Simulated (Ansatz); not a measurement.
# BaHfO₃: what the fields show

Input

```
crystal:
  lattice:
    - [4.1770517732, 0.0, 0.0]
    - [0.0, 4.1770517732, 0.0]
    - [0.0, 0.0, 4.1770487591]
  atoms:
    - { symbol: Ba, position: [0.5, 0.5, 0.9979971634] }
    - { symbol: Hf, position: [0.0, 0.0, 0.4979944625] }
    - { symbol: O, position: [0.0, 0.5, 0.4980131235] }
    - { symbol: O, position: [0.5, 0.0, 0.4980131235] }
    - { symbol: O, position: [0.0, 0.0, 0.9980039171] }
kpoints:
  mp_grid: { grid: [4, 4, 4] }
  band_path:
    path:
      - [0.0, 0.0, 0.0]
      - [0.0, 0.5000001203, 0.0]
      - [0.5000001203, 0.5000001203, 0.0]
      - [0.5000001203, 0.5000001203, 0.4999997595]
    npoints: 1
hamiltonian:
  xc: hse06
scf:
  occupations: { method: fixed }
  n_extra_bands: 5
output:
  forces: true
  stress: true
  eigenvalues: true
  write_density: true
  write_potential: true
  elf: true
  volumetric_format: npy
```

Run with:

```sh
ansatz run input.yaml --threads 4 --pin off --max-ram 4608MiB --backend cpu --events-out ev --progress --plain --runs-dir out
```

Below, planes, directions and counts refer to the conventional cell (a = 4.18 Å, b = 4.18 Å, c = 4.18 Å, α = 90.00°, β = 90.00°, γ = 90.00°).

Space group Pm-3m; a structure from a database of computed crystals, not necessarily the ambient phase; started from the database structure prototype, which need not be the ambient phase.

Computed with DFT, HSE06, plane waves, PAW (Ansatz 0.2.0).

The density is the valence pseudo-density of a PAW calculation; it isn't the true density close to the nuclei.

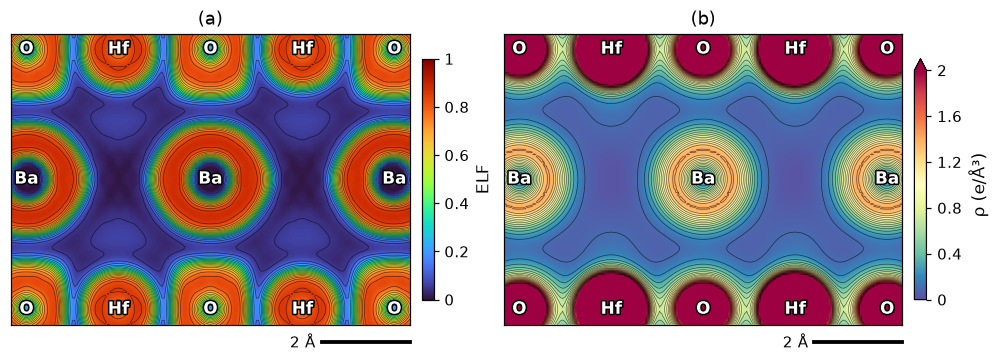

Figure 1. (a) ELF; (b) valence electron density on the (011) plane of the conventional cell.

> What does the map show?

The section cuts through Ba, Hf and O sites. Hf–O (2.09 Å): ρ at the midpoint is about 0.75 e/Å³; the ELF peaks at about 0.85 in the valence shell of O, 0.6 Å from its nucleus, and drops to about 0.15 between the two atoms: no shared electron pair shows on this line. Ba–O (2.95 Å): ρ at the midpoint is about 0.15 e/Å³; the ELF is about 0.10 at the midpoint; an ionic contact with no shared pair. Between the atoms the lowest density in this plane is 0.03 e/Å³. The features right at Ba and Hf lie inside the PAW spheres, where the map follows smoothed inner orbitals and isn't to be read closely.

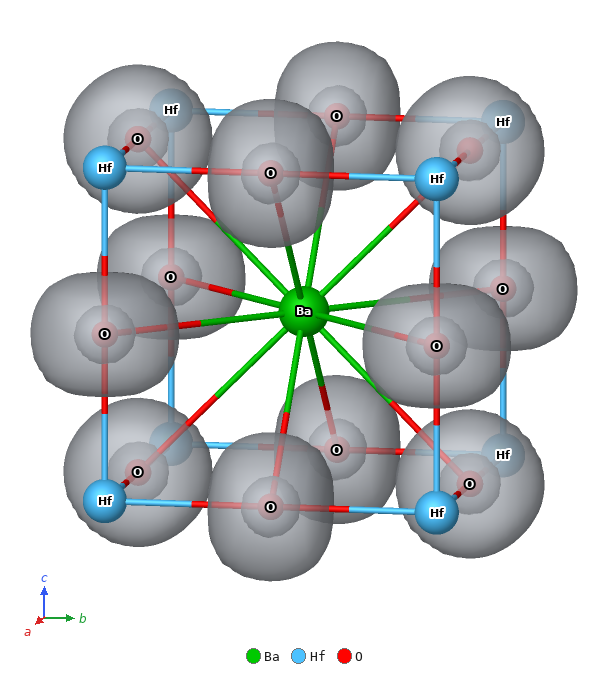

Figure 2. Isosurface of the ELF at 0.7 (grey), seen slightly off an axis. Only the valence region is drawn (cores and ρ < 0.01 e/Å³ removed). Sticks mark near contacts.

> Describe the localisation domains.

At this value the surface marks out three regions wrapped around O (the valence shell of each), counted in one cell of 5 atoms. Regions shared between cells count once.

> Metal or insulator at this level of theory?

It is gapped, with a Kohn–Sham gap of 5.2 eV on the k-point mesh (the band edges may lie off the mesh, which would make the gap smaller).
